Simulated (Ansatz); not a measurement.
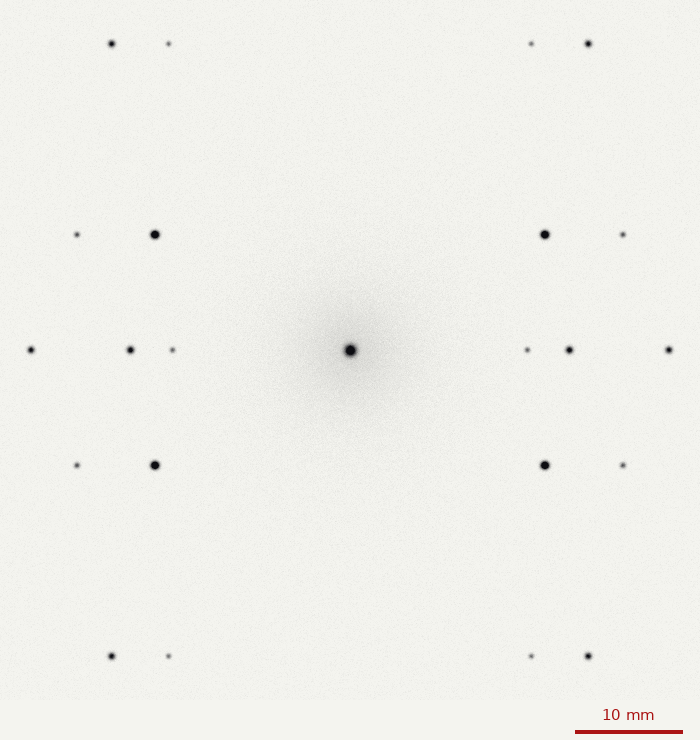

Simulated X-ray rotation photograph: Cu Kα radiation (λ = 1.5418 Å), cylindrical film of radius 28.65 mm unrolled, rotation axis vertical and normal to the beam, kinematic intensities without Lorentz or polarisation factors, the film spanning ±63° about the beam; spots down to d = 1.54 Å.

**Measure the layer lines and find the identity period along the axis.**

The first layer line lies 10.9 mm from the equator, so tan ν = 0.379, sin ν = 0.355 and the period is λ/sin ν = 4.35 Å. Further lines follow at 28.8 mm.

The crystal is Ir, space group P6/mmm (No. 191), a = 4.35 Å, c = 2.68 Å (hexagonal axes). Structure: the end point of a relaxation with DFT, m-r2SCAN, plane waves (500 eV) with PAW, scalar-relativistic (Ansatz 0.2.0); the starting structure was generated, so it need not be a known form of this composition.

**About which axis was it rotated?**

About [100] (or an equivalent direction), whose length in the conventional cell is 4.348 Å.
